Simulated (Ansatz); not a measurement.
A series of calculations on TiSi2

**1. Relaxation**

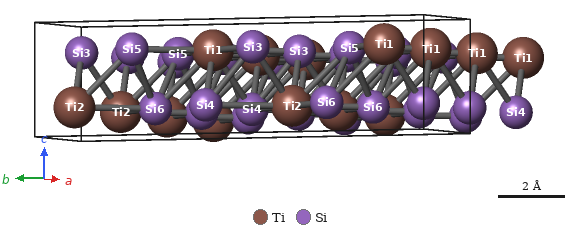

This is the input geometry for a relaxation of solid TiSi₂ (set up in Cmcm). Style: ball-and-stick. Shown: the conventional cell (2 times the calculation's cell), repeated 3 × 1 × 1 with one cell outlined, from a free direction. Lengths and directions refer to the drawn axes.

Case: relaxed at 12 GPa.

Level of theory: Ansatz 0.2.0, DFT PBEsol, scalar-relativistic, plane waves, PAW.

The input:
```yaml
crystal:
  lattice:
    - [1.717504718, -6.4779402397, 0.0]
    - [1.717504718, 6.4779402397, 0.0]
    - [0.0, 0.0, 3.4745296671]
  atoms:
    - { symbol: Ti, position: [0.8980900453, 0.1019099547, 0.75] }
    - { symbol: Ti, position: [0.1019099547, 0.8980900453, 0.25] }
    - { symbol: Si, position: [0.5607049484, 0.4392950516, 0.75] }
    - { symbol: Si, position: [0.4392950516, 0.5607049484, 0.25] }
    - { symbol: Si, position: [0.249651777, 0.750348223, 0.75] }
    - { symbol: Si, position: [0.750348223, 0.249651777, 0.25] }
basis:
  ecutwfc: 420
kpoints:
  mp_grid: { grid: [10, 10, 10] }
hamiltonian:
  xc: pbesol
scf:
  occupations: { method: gaussian, width: 0.1 }
output:
  forces: true
  stress: true
  eigenvalues: true
relax:
  adjacent_minimum: "off"
  f_tol: 0.008
  max_steps: 50
  cell: { stress_tol: 0.08, p_target: 12.0 }
```

Run as
```bash
ansatz run input.yaml --threads 1 --pin off --max-ram 2560MiB --backend cpu --events-out ev --progress --plain --runs-dir out
```

### Where does the relaxation end?

The largest moves relative to the cell, 0.016 Å, are those of Si3 and Si4. Si4 goes along +b. Largest moves by element: Si 0.016 Å, Ti 0.011 Å. The volume changes by +0.2 %, with a 3.435 → 3.448 Å (+0.4 %), b 12.956 → 12.877 Å (−0.6 %), c 3.475 → 3.490 Å (+0.4 %). Among the contacts that change: Ti1–Ti2 3.161 → 3.133 Å, Si3–Si4 2.344 → 2.364 Å, Si5–Si6 2.443 → 2.453 Å, Ti1–Si5 2.578 → 2.583 Å. The space group stays Cmcm (No. 63). The energy falls by 18.5 meV per cell of the calculation in 3 accepted moves (5 points after the start). With the target pressure of 12 GPa, the enthalpy E + pV changes by −7.7 meV per cell of the calculation. Largest force component: 0.17 eV/Å at the start, 0.0027 eV/Å at the end. The pressure goes from 12.99 to 12.00 GPa. The line search rejected the trial step at point 3 of the run. The SCF was repeated once at an unchanged geometry on a basis and grid sized afresh for the cell, which shifted the energy by less than 0.05 meV per cell of the calculation at most.

**2. Relaxation**

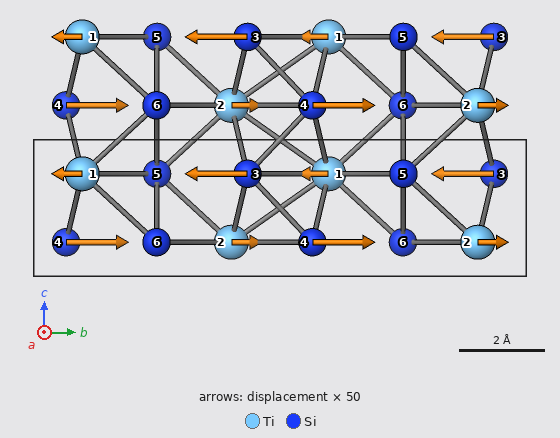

This is a relaxation of solid TiSi2 (set up in Cmcm). The starting structure is drawn; orange arrows show the displacements (the part carried along by the change of the cell is left out), magnified 50 times.

Style: ball-and-stick. Shown: the conventional cell (2 times the calculation's cell), repeated 1 × 1 × 2 with one cell outlined, along the a axis. Lengths and directions refer to the drawn axes.

Case: relaxed at 90 GPa.

Theory: DFT PBEsol, scalar-relativistic, plane waves, PAW in Ansatz.

The input:
```yaml
crystal:
  lattice:
    - [1.6108466032, -5.8610624075, 0.0]
    - [1.6108466032, 5.8610624075, 0.0]
    - [0.0, 0.0, 3.2556848171]
  atoms:
    - { symbol: Ti, position: [0.9012673819, 0.0987326181, 0.75] }
    - { symbol: Ti, position: [0.0987326181, 0.9012673819, 0.25] }
    - { symbol: Si, position: [0.5658133571, 0.4341866429, 0.75] }
    - { symbol: Si, position: [0.4341866429, 0.5658133571, 0.25] }
    - { symbol: Si, position: [0.2494160439, 0.7505839561, 0.75] }
    - { symbol: Si, position: [0.7505839561, 0.2494160439, 0.25] }
basis:
  ecutwfc: 420
kpoints:
  mp_grid: { grid: [12, 12, 12] }
hamiltonian:
  xc: pbesol
scf:
  occupations: { method: gaussian, width: 0.1 }
output:
  forces: true
  stress: true
  eigenvalues: true
relax:
  adjacent_minimum: "off"
  f_tol: 0.008
  max_steps: 50
  cell: { stress_tol: 0.08, p_target: 90.0 }
```

Launched with:
```bash
ansatz run input.yaml --threads 1 --pin off --max-ram 2560MiB --backend cpu --events-out ev --progress --plain --runs-dir out
```

### What happened in the run?

The largest moves relative to the cell, 0.030 Å, are those of Si3 and Si4. Si4 goes along +b. By element the largest moves are Si 0.030 Å, Ti 0.015 Å. Cell: a 3.222 → 3.213 Å (−0.3 %), b 11.722 → 11.528 Å (−1.7 %), c 3.256 → 3.243 Å (−0.4 %). Volume −2.3 %. Near-neighbour distances that change, for instance: Ti1–Ti2 2.830 → 2.770 Å, Si3–Si4 2.243 → 2.262 Å, Ti1–Si3 2.513 → 2.497 Å, Ti1–Si4 2.322 → 2.307 Å. The space group stays Cmcm (No. 63). After 4 accepted moves (5 points after the start) the energy has risen by 122 meV per atom. With the target pressure of 90 GPa, the enthalpy E + pV changes by −10.3 meV per atom. Largest force component: 0.42 eV/Å at the start, 0.0028 eV/Å at the end. The pressure goes from 80.89 to 89.99 GPa. At 1 point the geometry stayed and the basis and grid were re-selected for the new cell (energy shift of 0.1 meV per atom at most each time). The run took 97 s on 1 thread of Intel(R) Xeon(R) 6975P-C (Granite Rapids), on a shared host, peak memory 0.7 GiB.

**3. A change**

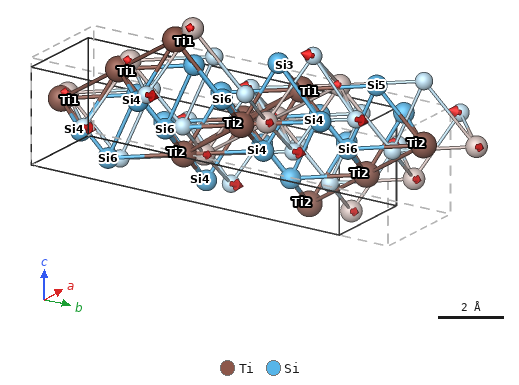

Solid TiSi2 (set up in Cmcm), drawn pale, and a changed version of it, drawn solid. The red arrows show how the atoms are displaced (without the part that the change of the cell carries along), magnified 5 times. The picture is a ball-and-stick view of the conventional cell (2 times the calculation's cell), repeated 2 × 1 × 1 with one cell outlined, seen from a free direction. Lengths and directions refer to the drawn axes.

These are results of Ansatz 0.2.0, DFT PBEsol, scalar-relativistic, plane waves, PAW, not measurements. Set-up: plane-wave cutoff 420 eV; occupations gaussian; smearing width 0.1 eV; no spin polarisation. The k-mesh is chosen for each cell (10×10×10, 12×12×12).

**Describe the change and its computed effect.**

The crystal is put under a hydrostatic pressure of 90 GPa. Cell and atoms are relaxed at that pressure. The volume changes by −28.0 %, with a 3.517 → 3.213 Å (−8.6 %), b 13.348 → 11.528 Å (−13.6 %), c 3.556 → 3.243 Å (−8.8 %). The largest moves relative to the cell, 0.097 Å, are those of Si3 and Si4. Si3 goes along −b. By element the largest moves are Si 0.097 Å, Ti 0.058 Å. Near-neighbour distances before and after: Ti–Ti 3.263 → 2.770 Å, Ti–Ti 3.556 → 3.243 Å, Ti–Ti 3.517 → 3.213 Å, Si–Ti 2.792 → 2.497 Å. The space group stays Cmcm (No. 63). The energy rises by 826 meV per atom. (The two runs use different k-meshes.) Pressure: 0.0 GPa before, 90.0 GPa after.

**4. Series**

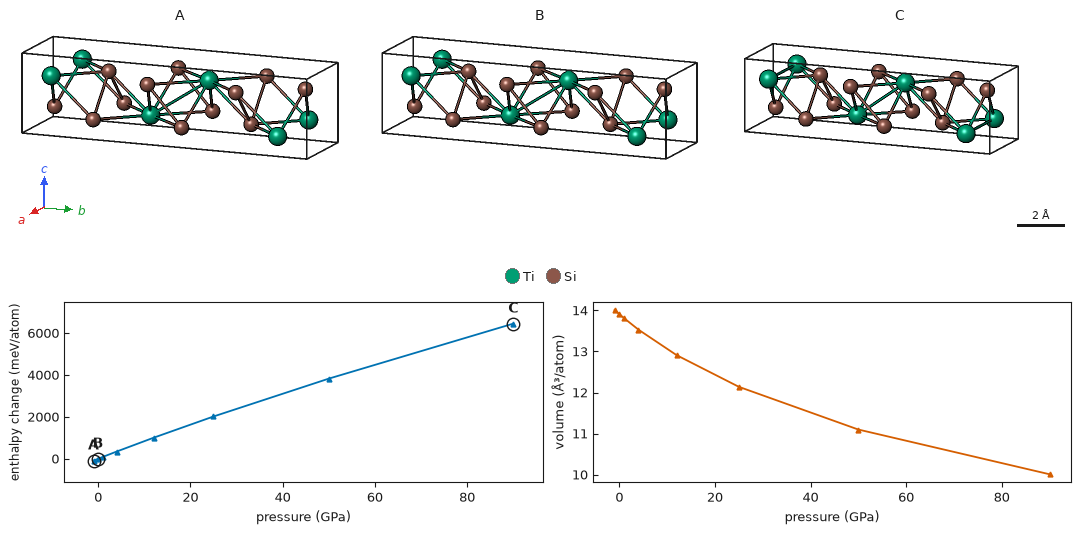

Members of a series of calculations on solid TiSi₂ (set up in Cmcm), marked on the first curve. The picture is a ball-and-stick view of the conventional cell (2 times the calculation's cell), seen slightly off an axis. Lengths and directions refer to the drawn axes.

Method: DFT PBEsol, scalar-relativistic, plane waves, PAW (Ansatz 0.2.0). Settings: plane-wave cutoff 420 eV; occupations gaussian; smearing width 0.1 eV; no spin polarisation. The k-mesh is chosen for each cell (10×10×10, 12×12×10, 12×12×12).

> How does the crystal respond to pressure?

The structure is relaxed at several pressures. A (pressure −1.0 GPa): enthalpy change −87.1 meV/atom, volume 14.01 Å³ per atom. B (pressure 0.0 GPa): enthalpy change 0.0 meV/atom, volume 13.91 Å³ per atom. C (pressure 90.0 GPa): enthalpy change 6449 meV/atom, volume 10.01 Å³ per atom. The rest compares A with C. The drawn cell changes as follows: a 3.524 → 3.213 Å (−8.8 %), b 13.395 → 11.528 Å (−13.9 %), c 3.562 → 3.243 Å (−9.0 %); the volume changes by −28.6 %. Near-neighbour distances before and after: Ti–Ti 3.276 → 2.770 Å, Ti–Ti 3.562 → 3.243 Å, Ti–Ti 3.524 → 3.213 Å.
